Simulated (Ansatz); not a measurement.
## Single-point calculation, with input and output: Si₈N (part 1 of 2)

Si₈N (slab, 18 atoms in the cell), computed with DFT PBE, scalar-relativistic, plane waves, PAW, PAW set soft_1, no spin polarisation (Ansatz 0.2.0).

The structure derives from a Materials Project entry. Figures and captions count atoms from 1; the log counts them from 0 in places.

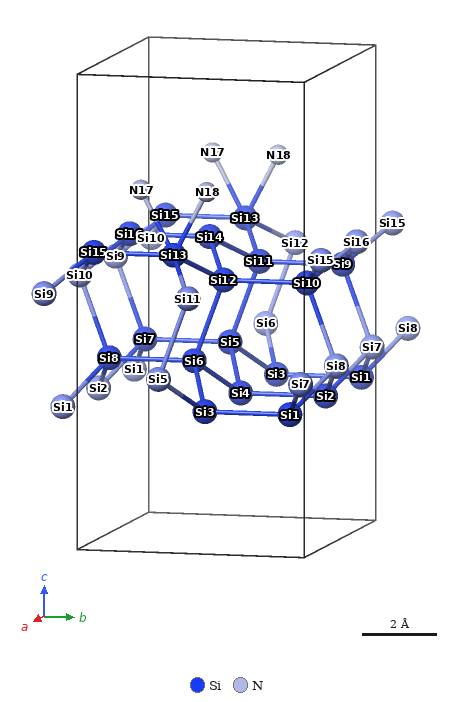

*The structure as given in the input (ball-and-stick view of the cell of the calculation, with the vacuum cut short, seen slightly off an axis; neighbours outside the cell are drawn fainter; atoms are numbered from 1 in the order of the input). An atom can appear more than once, as a periodic image.*

**Results in brief**

| quantity | value |
| --- | --- |
| outcome | converged |
| electrons treated | 74 |
| free energy | −10927.5292 eV |
| work function, top face | 5.98 eV |
| work function, bottom face | 4.81 eV |
| Fermi energy | −1.818 eV |
| gap on the k-point mesh | none (metallic) |
| work function (upper face) | 5.98 eV |
| largest force (length of the vector) | 5.808 eV/Å |
| hardware | 1 thread of Arm Neoverse V2, 24 GiB of memory available, shared host |
| wall time | 66 s |
| peak memory | 1.1 GiB |

Warnings of the run: the exchange-correlation potential is rough where the density is thin.

**Input file**
```yaml
crystal:
  lattice:
    - [7.7021642883, 0.0, 0.0]
    - [0.0, 6.3646813592, 0.0]
    - [0.0, 0.0, 22.252543418]
  atoms:
    - { symbol: Si, position: [0.0, 0.9370679227, 0.179754733] }
    - { symbol: Si, position: [0.5, 0.9370679227, 0.179754733] }
    - { symbol: Si, position: [0.0, 0.5629320773, 0.179754733] }
    - { symbol: Si, position: [0.5, 0.5629320773, 0.179754733] }
    - { symbol: Si, position: [0.25, 0.4370679227, 0.2297135909] }
    - { symbol: Si, position: [0.75, 0.4370679227, 0.2297135909] }
    - { symbol: Si, position: [0.25, 0.0629320773, 0.2297135909] }
    - { symbol: Si, position: [0.75, 0.0629320773, 0.2297135909] }
    - { symbol: Si, position: [0.25, 0.9333044641, 0.3302593493] }
    - { symbol: Si, position: [0.75, 0.9333044641, 0.3302593493] }
    - { symbol: Si, position: [0.25, 0.5666955359, 0.3302593493] }
    - { symbol: Si, position: [0.75, 0.5666955359, 0.3302593493] }
    - { symbol: Si, position: [0.0, 0.4259907503, 0.3708584346] }
    - { symbol: Si, position: [0.5, 0.4259907503, 0.3708584346] }
    - { symbol: Si, position: [0.0, 0.0740092497, 0.3708584346] }
    - { symbol: Si, position: [0.5, 0.0740092497, 0.3708584346] }
    - { symbol: "N", position: [0.0, 0.2810502658, 0.4499505171] }
    - { symbol: "N", position: [0.0, 0.5709312349, 0.4499505171] }
basis:
  ecutwfc: 420
kpoints:
  mp_grid: { grid: [4, 4, 1] }
hamiltonian:
  xc: pbe
  pseudopotentials: { kind: paw, azcp: { folder: soft_1 } }
scf:
  occupations: { method: gaussian, width: 0.05 }
output:
  forces: true
  eigenvalues: true
  write_density: true
  write_potential: true
  elf: true
  volumetric_format: npy
efield:
  axis: 3
  dipole_correction: true
  ramp_width: 0.04
```

Launch command:
```bash
ansatz run input.yaml --threads 1 --pin off --max-ram 3072MiB --backend cpu --events-out ev --progress --plain --runs-dir out
```

**Log**
```
Engine: ansatz 0.2.0, aarch64-unknown-linux-gnu
Pseudopotentials: kind: paw
Pseudopotential: Si, paw, valence charge 4, recommended cutoff 420 eV (normal), [file]
Pseudopotential: N, paw, valence charge 5, recommended cutoff 420 eV (normal), [file]
Functional definition: PBE
  parameter kappa = 0.804
  parameter beta = 0.06672455060314922
  exchange = pbe_x(kappa = kappa, mu = beta*pi^2/3)
  correlation = pbe_c(beta = beta)
Crystal: 18 atoms, lattice volume = 1090.860 Å³
Basis set: ecut = 420 eV, 21327 PW (Γ), exchange–correlation on 108×90×300 points (8 copies of the dense FFT grid, shifted against one another)
Bands: 55, of which v1, the nominal top of the filled ones, is band 37 counted from 1 (36 counted from 0)
Symmetry: 2 space group operations
Space group: Pm (ITA 6), of the structure as read, at distance tolerance 1.0e-4 Å
k-points: 9 of 16 (time reversal used)
Non-local potential: Si, projectors of the file, l = 0: 2, l = 1: 2, l = 2: 1
Non-local potential: N, projectors of the file, l = 0: 2, l = 1: 2, l = 2: 1
PAW form: soft (Blöchl's): semilocal exchange-correlation on the pseudo side does not see the compensation charge
PAW one-centre angular grid: Si, 110 points (default); XC on 64 Gauss nodes
PAW one-centre angular grid: N, 110 points (default); XC on 64 Gauss nodes
Initial density: superposition of atomic densities (neutral atoms: chi_scale 0, normalization atom)
Initial wavefunctions: pseudopotential atomic-orbital guess
Functional: x = pbe(κ = 0.804, μ = 0.2195149727645171), c = pbe(β = 0.06672455060314922)
SCF iter   1: F=—  HF=-10931.542021 eV  |F-HF|=—  |Δ(HF+E_count)|=         —  Δρ=3.98e-2  dr2=3.97e1  ethr=3.10e-3  p=-0.000 e·Å  D=-4.95e-8 V/Å  ΔV_dip=0.00 eV  dr2_dipole=8.61e0  V_vac-E_F(+/−)=6.65/6.65 eV  ⟨swp⟩=8.9  Hψ=3060  notcnv=0  defer=26
efield: sawtooth ramp at fractional position 0.7949 (placed from the atoms, in the widest stretch of the axis that holds none; the zero of the levels goes with the place), width 0.0400; the density the first Hamiltonian is built on has a dipole p = -0.000 e·Å; the dipole correction subtracts the counter field D = -4.95e-8 V/Å, which shifts the + side's vacuum level by +0.00 eV against the − side's; the planar-averaged density in the ramp window peaks in size at 3.4e-7 e/Å³
preconditioner: auto → LDOS  [metal: Δε(μ)=0.037 eV  Ē_g=7.432 eV  σ=0.050 eV  W_gap=0.40  n_scr=102 (ndim 8)  ℏωp=9.5 eV  f_vac=0.579  D(μ)=7.41/eV (n_scr^D=22)  β→1.0]
SCF iter   2: F=—  HF=-10933.379410 eV  |F-HF|=—  |Δ(HF+E_count)|=    1.84e0  Δρ=5.04e-2  dr2=7.67e1  ethr=3.10e-3  p=-0.542 e·Å  D=-8.98e-2 V/Å  ΔV_dip=2.00 eV  dr2_dipole=1.63e1  V_vac-E_F(+/−)=6.45/4.45 eV  ⟨swp⟩=4.8  Hψ=1217  notcnv=0  defer=95
SCF iter   3: F=—  HF=-10927.743375 eV  |F-HF|=—  |Δ(HF+E_count)|=    5.64e0  Δρ=1.40e-2  dr2=4.68e0  ethr=3.10e-3  p=-0.247 e·Å  D=-4.10e-2 V/Å  ΔV_dip=0.91 eV  dr2_dipole=8.11e-1  V_vac-E_F(+/−)=5.97/5.05 eV  ⟨swp⟩=3.7  Hψ=1276  notcnv=0  defer=104
SCF iter   4: F=—  HF=-10927.786741 eV  |F-HF|=—  |Δ(HF+E_count)|=   4.34e-2  Δρ=1.74e-2  dr2=5.67e0  ethr=3.10e-3  p=-0.269 e·Å  D=-4.47e-2 V/Å  ΔV_dip=0.99 eV  dr2_dipole=1.14e0  V_vac-E_F(+/−)=6.04/5.05 eV  ⟨swp⟩=2.7  Hψ=811  notcnv=0  defer=106
SCF iter   5: F=—  HF=-10927.532242 eV  |F-HF|=—  |Δ(HF+E_count)|=   2.54e-1  Δρ=1.42e-3  dr2=8.75e-2  ethr=3.10e-3  p=-0.295 e·Å  D=-4.90e-2 V/Å  ΔV_dip=1.09 eV  dr2_dipole=1.15e-2  V_vac-E_F(+/−)=6.00/4.91 eV  ⟨swp⟩=1.9  Hψ=560  notcnv=0  defer=100
SCF iter   6: F=—  HF=-10927.530572 eV  |F-HF|=—  |Δ(HF+E_count)|=   1.67e-3  Δρ=1.66e-3  dr2=6.47e-2  ethr=1.18e-4  p=-0.302 e·Å  D=-5.00e-2 V/Å  ΔV_dip=1.11 eV  dr2_dipole=9.60e-3  V_vac-E_F(+/−)=6.00/4.88 eV  ⟨swp⟩=2.4  Hψ=717  notcnv=0  defer=100
SCF iter   7: F=—  HF=-10927.530744 eV  |F-HF|=—  |Δ(HF+E_count)|=   1.72e-4  Δρ=1.89e-3  dr2=9.74e-2  ethr=8.74e-5  p=-0.314 e·Å  D=-5.21e-2 V/Å  ΔV_dip=1.16 eV  dr2_dipole=2.25e-2  V_vac-E_F(+/−)=5.98/4.82 eV  ⟨swp⟩=1.2  Hψ=397  notcnv=0  defer=100
SCF iter   8: F=—  HF=-10927.529138 eV  |F-HF|=—  |Δ(HF+E_count)|=   1.61e-3  Δρ=3.29e-4  dr2=1.93e-3  ethr=8.74e-5  p=-0.314 e·Å  D=-5.20e-2 V/Å  ΔV_dip=1.16 eV  dr2_dipole=1.52e-5  V_vac-E_F(+/−)=5.98/4.82 eV  ⟨swp⟩=1.0  Hψ=395  notcnv=0  defer=100
SCF iter   9: F=—  HF=-10927.528973 eV  |F-HF|=—  |Δ(HF+E_count)|=   1.65e-4  Δρ=1.52e-4  dr2=5.32e-4  ethr=2.61e-6  p=-0.315 e·Å  D=-5.22e-2 V/Å  ΔV_dip=1.16 eV  dr2_dipole=1.67e-5  V_vac-E_F(+/−)=5.98/4.81 eV  ⟨swp⟩=2.0  Hψ=645  notcnv=0  defer=100
SCF iter  10: F=—  HF=-10927.529017 eV  |F-HF|=—  |Δ(HF+E_count)|=   4.41e-5  Δρ=2.45e-4  dr2=1.82e-3  ethr=7.19e-7  p=-0.316 e·Å  D=-5.25e-2 V/Å  ΔV_dip=1.17 eV  dr2_dipole=4.82e-4  V_vac-E_F(+/−)=5.98/4.81 eV  ⟨swp⟩=2.0  Hψ=477  notcnv=0  defer=100  recentre
SCF iter  11: F=—  HF=-10927.529004 eV  |F-HF|=—  |Δ(HF+E_count)|=   1.31e-5  Δρ=3.62e-5  dr2=2.81e-5  ethr=7.19e-7  p=-0.316 e·Å  D=-5.24e-2 V/Å  ΔV_dip=1.17 eV  dr2_dipole=2.49e-7  V_vac-E_F(+/−)=5.98/4.81 eV  ⟨swp⟩=1.0  Hψ=395  notcnv=0  defer=100
SCF iter  12: F=—  HF=-10927.529165 eV  |F-HF|=—  |Δ(HF+E_count)|=   1.61e-4  Δρ=1.03e-5  dr2=2.79e-6  ethr=3.80e-8  p=-0.316 e·Å  D=-5.24e-2 V/Å  ΔV_dip=1.17 eV  dr2_dipole=3.51e-7  V_vac-E_F(+/−)=5.98/4.81 eV  ⟨swp⟩=2.7  Hψ=812  notcnv=0  defer=100
SCF iter  13: F=—  HF=-10927.529166 eV  |F-HF|=—  |Δ(HF+E_count)|=   7.49e-7  Δρ=4.07e-6  dr2=3.19e-7  ethr=3.77e-9  p=-0.316 e·Å  D=-5.24e-2 V/Å  ΔV_dip=1.17 eV  dr2_dipole=4.58e-8  V_vac-E_F(+/−)=5.98/4.81 eV  ⟨swp⟩=1.4  Hψ=455  notcnv=0  defer=100
SCF iter  14: F=-10927.529166 eV  HF=-10927.529166 eV  |F-HF|=2.06e-7  |Δ(HF+E_count)|=   2.74e-7  Δρ=2.13e-6  dr2=8.79e-8  ethr=1.35e-10  p=-0.316 e·Å  D=-5.24e-2 V/Å  ΔV_dip=1.17 eV  dr2_dipole=7.84e-9  V_vac-E_F(+/−)=5.98/4.81 eV  ⟨swp⟩=27.0  Hψ=5571  notcnv=0
SCF 1 converged in 14 iterations: F = -10927.529166 eV  dr2 = 8.79e-8
  greatest PAW one-centre occupation: 0.842 electrons in one spin orbital (limit 2), on the N atom at site 17 (counted from 0), in its partial waves of l = 0
```

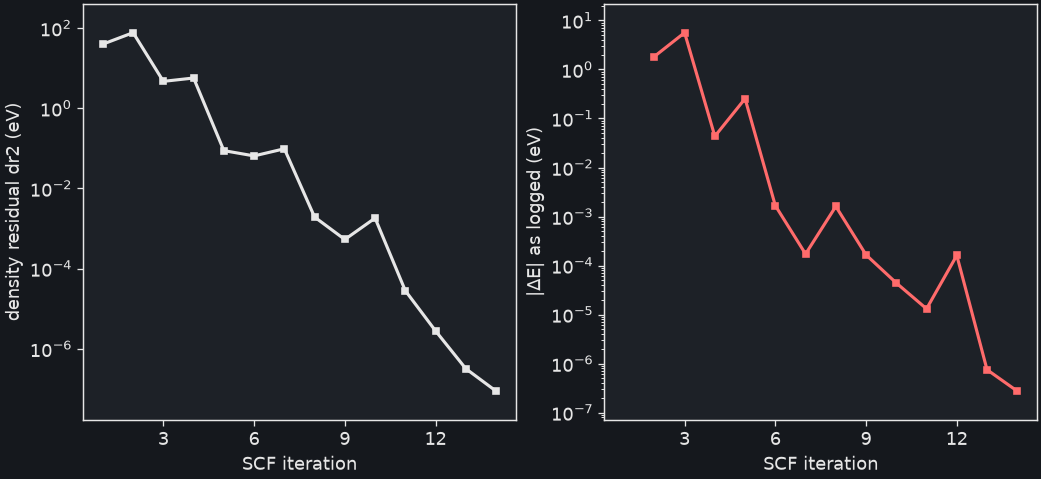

*Convergence of the self-consistent field: density residual dr2 and size of the energy change against the SCF iteration.*

The residual comes down, with one marked jump up, by a factor of about 3, at step 10.

```
WARN: The output density's exchange-correlation potential varies sharply where the density is thin. Do not read a vacuum level from v_tot or v_xc, or from such a field of the output density. On a cell that repeats whose density bears no net charge and no dipole along the vacuum's axis use v_es (v_loc + v_h of the components); under efield.dipole_correction with no amplitude use v_es + v_field, which holds any external_charges[].barrier, or the levels of the report's work_function block, which leave it out; under a non-zero efield.amplitude the vacuum is tilted and has no level; on a cell that repeats and bears such a dipole with no correction it is tilted too, and efield.dipole_correction with no amplitude gives each side of its ramp a level where efield: is served; in a cell that repeats whose density bears a net charge (total_charge, or a fill off its count) it is curved and has none; of a slab under crystal.periodic whose density bears no net charge use v_es, which has a level on each side, short of where the two are joined; of another it falls or rises all the way out and has none; of a slab beside external_charges read slab_vacuum_level instead, which it has where they leave it neutral. The grid or the basis barely resolves most such structure, and the values can differ between equally converged runs; as a rule a tighter scf.convergence.dr2_threshold does not remove it. Where the density itself ripples (under the LDA too) a higher basis.ecutwfc lessens it. The files hold the spikes' plane waves up to the density's cutoff. Files: v_tot_of_output_density and the like, and their columns of v_z.tsv (output.write_potential); v_xc_of_output_density and the like, and their columns of v_comp_z.tsv (output.write_potential_components). Measured: with its Gaussian average of σ = 0.25 Å subtracted twice, the exchange-correlation potential is over 0.1 eV at 194 of the grid points where the equally averaged density (valence and model cores) is under 1e-3 e/Å³, and 0.219 eV at the most among them, at an averaged density of 9.8e-4 e/Å³. The input density's (outcome.potential() and, of a run that writes arrays, v_tot and v_xc) is over 0.1 eV, so measured, at 927 points of its own thin density, 0.217 eV at the most. See output.write_potential in the manual, Limitations
SCF converged after 14 iterations
Free energy (F): -10927.529166 eV
Harris-Foulkes:  -10927.529166 eV  (|F-HF|=2.06e-7)
Internal energy: -10927.502862 eV  (E = F + TS)
E sigma→0 (E₀):  -10927.516014 eV
Entropy (-TS):   -0.026304 eV (-1.461 meV/atom)
Fermi energy:    -1.817732 eV
Dipole field:    D = -0.052324 V/Å  (p = -0.315436 e·Å, saw-weighted, corrected)
Work function:   Φ+ = 5.9755 eV   Φ− = 4.8112 eV
Levels:          The Fermi level and band energies are counted from a zero that moves with the ramp; work functions are not
```
